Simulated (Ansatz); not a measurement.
This input was run:

```
crystal:
  lattice:
    - [3.7584894538, 0.0, 0.0]
    - [-1.8792447269, 3.3213748437, 0.0]
    - [0.0, 0.0, 30.0650267632]
  atoms:
    - { symbol: Sn, position: [0.0, 0.0, 0.2993511388] }
    - { symbol: Se, position: [0.3328999506, 0.6657999012, 0.3521042556] }
    - { symbol: Se, position: [0.6671000494, 0.3342000988, 0.246598022] }
  periodic: [true, true, false]
kpoints:
  mp_grid: { grid: [12, 12, 1] }
  band_path:
    path:
      - [0.0, 0.0, 0.0]
      - [0.5, 0.0, 0.0]
      - [0.3333333333, 0.3333333333, 0.0]
      - [0.0, 0.127604, 0.0]
    npoints: 1
hamiltonian:
  xc: r2scan
scf:
  occupations: { method: fermi_dirac, width: 0.02 }
  n_extra_bands: 8
magnetization:
  noncollinear: true
  spin_orbit: true
output:
  forces: true
  stress: true
  eigenvalues: true
```

Run as:
```bash

```

What will the density of states look like?

There is a gap; over the k points computed it is 0.99 eV (indirect; the smallest direct gap is 1.43 eV). Within the window shown, the tallest peak of the filled states lies 0.9 eV under the valence-band top, at about 4.5 states per eV and cell.

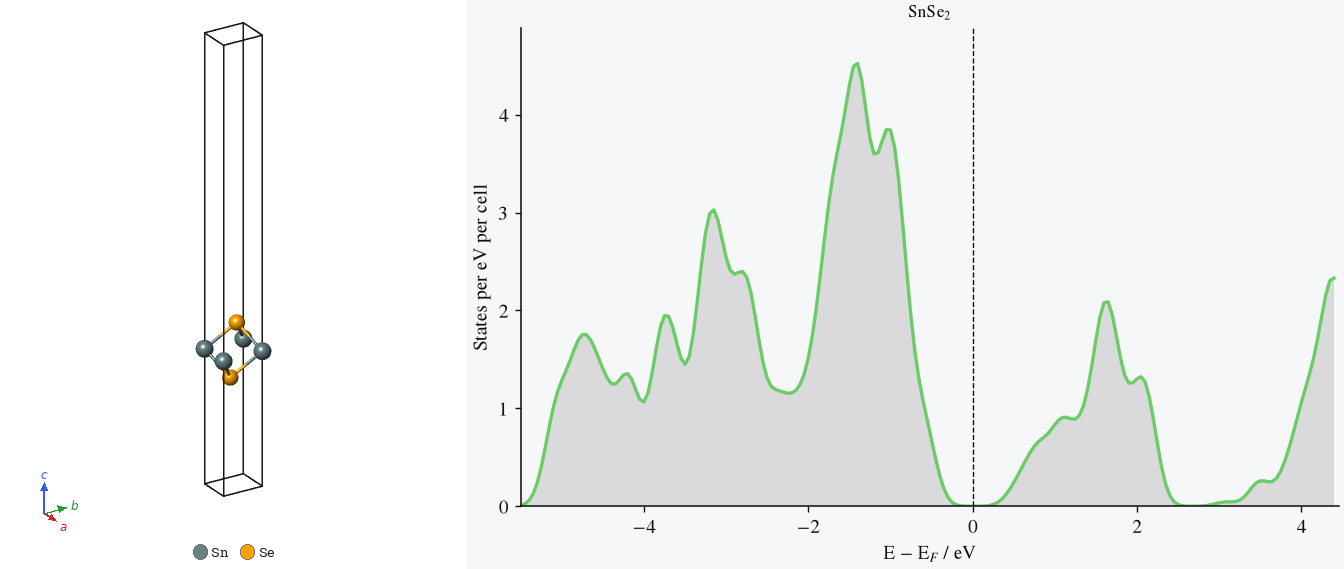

Density of states, beside the structure. Energies are counted from the Fermi level. The curve is built from the levels of the k mesh with Gaussians 0.3 eV wide, which also blur the band edges.
